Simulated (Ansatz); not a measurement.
**What a change does: single-point calculation on SnO₂**

System: SnO₂ (Cmm2, 6 atoms in the cell).
Method of run 1: DFT r2SCAN, scalar-relativistic, plane waves, PAW, no spin polarisation (Ansatz 0.2.0).

The structure derives from an entry of the Crystallography Open Database. Text and figures count atoms from 1; the logs count them from 0 in places.

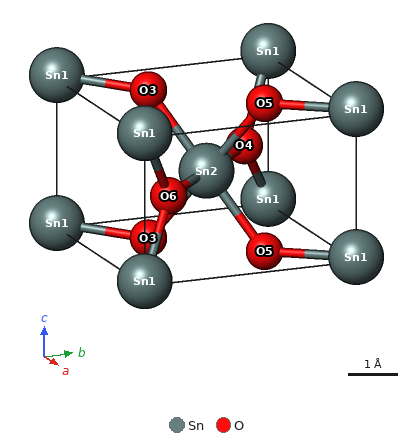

Figure 1. The structure (ball-and-stick view of the cell of the calculation, seen slightly off an axis; atoms are numbered from 1 in the order of the input). An atom can appear more than once, as a periodic image. Near neighbours in the periodic cell (some may lie outside the picture): Sn has 6 O at 1.99 to 2.14 Å; O has 3 Sn at 1.99 to 2.14 Å.

### Input, run 1
```yaml
crystal:
  lattice:
    - [4.7602164773, 0.0, 0.0]
    - [0.0, 4.7602164773, 0.0]
    - [0.0, 0.0, 3.2005650988]
  atoms:
    - { symbol: Sn, position: [0.0, 0.0, 0.0312444824] }
    - { symbol: Sn, position: [0.5, 0.5, 0.5] }
    - { symbol: O, position: [0.3058934984, 0.3058934984, 0.0] }
    - { symbol: O, position: [0.1941065016, 0.8058934984, 0.5] }
    - { symbol: O, position: [0.6941065016, 0.6941065016, 0.0] }
    - { symbol: O, position: [0.8058934984, 0.1941065016, 0.5] }
basis:
  ecutwfc: 500
kpoints:
  mp_grid: { grid: [6, 6, 8] }
hamiltonian:
  xc: r2scan
scf:
  occupations: { method: gaussian, width: 0.05 }
output:
  forces: true
  stress: true
  eigenvalues: true
```

Launched with:
```bash
ansatz run input.yaml --threads 1 --pin off --max-ram 2560MiB --backend cpu --events-out ev --progress --plain --runs-dir out
```

Hardware: 1 thread of Arm Neoverse V1, 24 GiB of memory available, shared host.

### Output, shortened to warnings, some set-up lines, iterations and results (run 1)
```
Basis set: ecut = 500 eV, 1867 PW (Γ), exchange–correlation on 144×144×96 points (64 copies of the dense FFT grid, shifted against one another)
Symmetry: 4 space group operations
k-points: 65 of 288 (time reversal used)
Initial density: superposition of atomic densities (neutral atoms: chi_scale 0, normalization atom), corrected by the library's trained network
[...]
SCF iter   1: F=—  HF=-14352.224338 eV  |F-HF|=—  |Δ(HF+E_count)|=         —  Δρ=1.03e-2  dr2=5.62e-2  dr2_τ=2.72e-1  ethr=1.77e-3  ⟨swp⟩=6.1  Hψ=9127  notcnv=0  defer=11
SCF iter   2: F=—  HF=-14352.328782 eV  |F-HF|=—  |Δ(HF+E_count)|=   1.04e-1  Δρ=6.12e-3  dr2=1.49e-2  dr2_τ=1.00e-3  ethr=1.08e-4  ⟨swp⟩=2.0  Hψ=3914  notcnv=0  defer=117
SCF iter   3: F=—  HF=-14352.327851 eV  |F-HF|=—  |Δ(HF+E_count)|=   9.32e-4  Δρ=8.33e-4  dr2=4.70e-4  dr2_τ=1.00e-4  ethr=2.87e-5  ⟨swp⟩=1.0  Hψ=1963  notcnv=0  defer=52
SCF iter   4: F=—  HF=-14352.327935 eV  |F-HF|=—  |Δ(HF+E_count)|=   8.43e-5  Δρ=2.83e-4  dr2=4.19e-5  dr2_τ=4.32e-6  ethr=9.04e-7  ⟨swp⟩=2.0  Hψ=2963  notcnv=0  defer=52
SCF iter   5: F=—  HF=-14352.327943 eV  |F-HF|=—  |Δ(HF+E_count)|=   7.87e-6  Δρ=1.22e-4  dr2=1.23e-5  dr2_τ=7.29e-7  ethr=8.05e-8  ⟨swp⟩=2.0  Hψ=3009  notcnv=0  defer=52
SCF iter   6: F=—  HF=-14352.327940 eV  |F-HF|=—  |Δ(HF+E_count)|=   2.76e-6  Δρ=5.72e-5  dr2=2.51e-6  dr2_τ=7.61e-8  ethr=2.37e-8  ⟨swp⟩=2.2  Hψ=3517  notcnv=0  defer=52
SCF iter   7: F=-14352.327939 eV  HF=-14352.327939 eV  |F-HF|=1.42e-8  |Δ(HF+E_count)|=   6.28e-7  Δρ=7.16e-6  dr2=3.38e-8  dr2_τ=1.95e-9  ethr=1.92e-10  ⟨swp⟩=8.2  Hψ=10016  …
SCF 1 converged in 7 iterations: F = -14352.327939 eV  dr2 = 3.38e-8
SCF converged after 7 iterations
Free energy (F): -14352.327939 eV
Harris-Foulkes:  -14352.327939 eV  (|F-HF|=1.42e-8)
Internal energy: -14352.327939 eV  (E = F + TS)
E sigma→0 (E₀):  -14352.327939 eV
Fermi energy:    9.754121 eV
--- Per-component energies (eV) ---
  E_band       = -165.178659
  E_kinetic    = 1086.075364
  E_local      = -2890.015703  (includes V_loc(G=0)·N_el)
  E_nonlocal   = 131.622541
  E_hartree    = 1504.069072
  E_xc         = -1035.888417
  E_vxc        = -622.786139  (∫ρ·V_xc dr)
  E_paw        = -8986.339129  (= ΣΔE_a)
  E_vpaw       = -917.526621  (= ΣTr[D̂ρ^β])
  E_aug_tail   = 0.003907  (compensation charges beyond the density's cutoff)
  E_vtau       = 39.306423  (kinetic-family band-sum trace: ∫τ·v_τ [+ j·A + Jᵃ·Aᵃ] dr)
  E_ewald      = -4163.198449
  E_core_change = 1.342876  (= ΣΔE_core)
  E_smearing   = -0.000000  (= −TS)
  E_closure    = -0.000000  (closes the sum)
  Σ components = -14352.327939   (vs F -14352.327939, Δ=0.00e0)
--- Forces (eV/Å), atoms counted from 1 ---
  atom   1  Sn    -0.00000000     0.00000000    -2.02204054
  atom   2  Sn    -0.00000000    -0.00000000     0.01848018
  atom   3  O     -0.01515604    -0.01515604     0.04532299
  atom   4  O      0.16746985    -0.16746985     0.95646011
  atom   5  O      0.01515604     0.01515604     0.04532299
  atom   6  O     -0.16746985     0.16746985     0.95646011
  max |Σ_I F_I| component: 5.85e-6 eV/Å
--- Stress (GPa, compression-positive) ---
        0.605925      -0.778305      -0.000000
       -0.778305       0.605925      -0.000000
       -0.000000      -0.000000       1.240515
  P = ⅓ Tr σ = 0.8175 GPa (8.175 kbar)
```

The input of run 2 differs as follows (lines with − go, lines with + come):
```diff
-    - { symbol: Sn, position: [0.0, 0.0, 0.0312444824] }
+    - { symbol: Sn, position: [0.0, 0.0, -0.0234333618] }
```

What does this change do to the results?

With the same functional and potentials, run 2 lies 7.3 meV per atom lower. The pressure goes from 0.82 to 0.45 GPa. The largest force goes from 2.022 to 1.502 eV/Å. The number of SCF iterations is the same.

### Output, shortened to warnings, some set-up lines, iterations and results (run 2)
```
Basis set: ecut = 500 eV, 1867 PW (Γ), exchange–correlation on 144×144×96 points (64 copies of the dense FFT grid, shifted against one another)
Symmetry: 4 space group operations
k-points: 65 of 288 (time reversal used)
Initial density: superposition of atomic densities (neutral atoms: chi_scale 0, normalization atom), corrected by the library's trained network
[...]
SCF iter   1: F=—  HF=-14352.268455 eV  |F-HF|=—  |Δ(HF+E_count)|=         —  Δρ=1.03e-2  dr2=5.61e-2  dr2_τ=2.71e-1  ethr=1.77e-3  ⟨swp⟩=6.0  Hψ=9120  notcnv=0  defer=11
SCF iter   2: F=—  HF=-14352.372817 eV  |F-HF|=—  |Δ(HF+E_count)|=   1.04e-1  Δρ=6.12e-3  dr2=1.49e-2  dr2_τ=9.99e-4  ethr=1.08e-4  ⟨swp⟩=2.0  Hψ=3914  notcnv=0  defer=117
SCF iter   3: F=—  HF=-14352.371874 eV  |F-HF|=—  |Δ(HF+E_count)|=   9.43e-4  Δρ=8.29e-4  dr2=4.65e-4  dr2_τ=1.00e-4  ethr=2.87e-5  ⟨swp⟩=1.0  Hψ=1963  notcnv=0  defer=52
SCF iter   4: F=—  HF=-14352.371959 eV  |F-HF|=—  |Δ(HF+E_count)|=   8.55e-5  Δρ=2.82e-4  dr2=4.17e-5  dr2_τ=4.30e-6  ethr=8.95e-7  ⟨swp⟩=2.0  Hψ=2963  notcnv=0  defer=52
SCF iter   5: F=—  HF=-14352.371968 eV  |F-HF|=—  |Δ(HF+E_count)|=   8.89e-6  Δρ=1.21e-4  dr2=1.23e-5  dr2_τ=7.27e-7  ethr=8.03e-8  ⟨swp⟩=2.0  Hψ=3009  notcnv=0  defer=52
SCF iter   6: F=—  HF=-14352.371965 eV  |F-HF|=—  |Δ(HF+E_count)|=   2.75e-6  Δρ=5.73e-5  dr2=2.51e-6  dr2_τ=7.60e-8  ethr=2.36e-8  ⟨swp⟩=2.2  Hψ=3517  notcnv=0  defer=52
SCF iter   7: F=-14352.371965 eV  HF=-14352.371965 eV  |F-HF|=1.69e-8  |Δ(HF+E_count)|=   6.29e-7  Δρ=7.50e-6  dr2=3.70e-8  dr2_τ=2.21e-9  ethr=1.92e-10  ⟨swp⟩=8.2  Hψ=10006  …
SCF 1 converged in 7 iterations: F = -14352.371965 eV  dr2 = 3.70e-8
SCF converged after 7 iterations
Free energy (F): -14352.371965 eV
Harris-Foulkes:  -14352.371965 eV  (|F-HF|=1.69e-8)
Internal energy: -14352.371965 eV  (E = F + TS)
E sigma→0 (E₀):  -14352.371965 eV
Fermi energy:    9.758352 eV
--- Per-component energies (eV) ---
  E_band       = -165.093185
  E_kinetic    = 1085.928715
  E_local      = -2888.117913  (includes V_loc(G=0)·N_el)
  E_nonlocal   = 131.586657
  E_hartree    = 1503.220986
  E_xc         = -1035.854228
  E_vxc        = -622.738984  (∫ρ·V_xc dr)
  E_paw        = -8986.318797  (= ΣΔE_a)
  E_vpaw       = -917.503252  (= ΣTr[D̂ρ^β])
  E_aug_tail   = 0.003908  (compensation charges beyond the density's cutoff)
  E_vtau       = 39.302364  (kinetic-family band-sum trace: ∫τ·v_τ [+ j·A + Jᵃ·Aᵃ] dr)
  E_ewald      = -4164.164168
  E_core_change = 1.342876  (= ΣΔE_core)
  E_smearing   = -0.000000  (= −TS)
  E_closure    = -0.000000  (closes the sum)
  Σ components = -14352.371965   (vs F -14352.371965, Δ=0.00e0)
--- Forces (eV/Å), atoms counted from 1 ---
  atom   1  Sn    -0.00000000    -0.00000000     1.50233319
  atom   2  Sn     0.00000000     0.00000000    -0.01381237
  atom   3  O     -0.00783855    -0.00783855    -0.03355676
  atom   4  O      0.09307091    -0.09307091    -0.71070531
  atom   5  O      0.00783855     0.00783855    -0.03355676
  atom   6  O     -0.09307091     0.09307091    -0.71070531
  max |Σ_I F_I| component: 3.31e-6 eV/Å
--- Stress (GPa, compression-positive) ---
        0.331226      -0.436570      -0.000000
       -0.436570       0.331226      -0.000000
       -0.000000      -0.000000       0.701139
  P = ⅓ Tr σ = 0.4545 GPa (4.545 kbar)
```

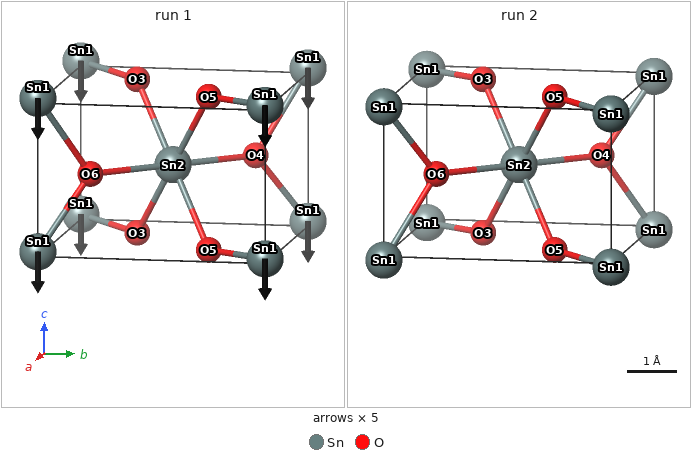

Figure 2. The two input geometries at one scale (ball-and-stick view of the cell of the calculation, seen slightly off an axis). The black arrows on the first give the shifts of the atoms relative to the cell, magnified 5 times. The largest move is that of Sn1, 0.17 Å. O stays in place. The cell doesn't change. Among the contacts that change: Sn1–O4 2.144 → 2.008 Å.

### The two runs side by side

```csv
quantity,run 1,run 2
outcome,converged,converged
free energy per atom (eV),−2392.0547,−2392.0620
gap on the mesh (eV),1.77,1.77
pressure (GPa),0.82,0.45
largest force (eV/Å),2.022,1.502
SCF iterations,7,7
irreducible k-points,65,65
plane waves at Γ,1867,1867
wall time (shared host),34 s,35 s
```
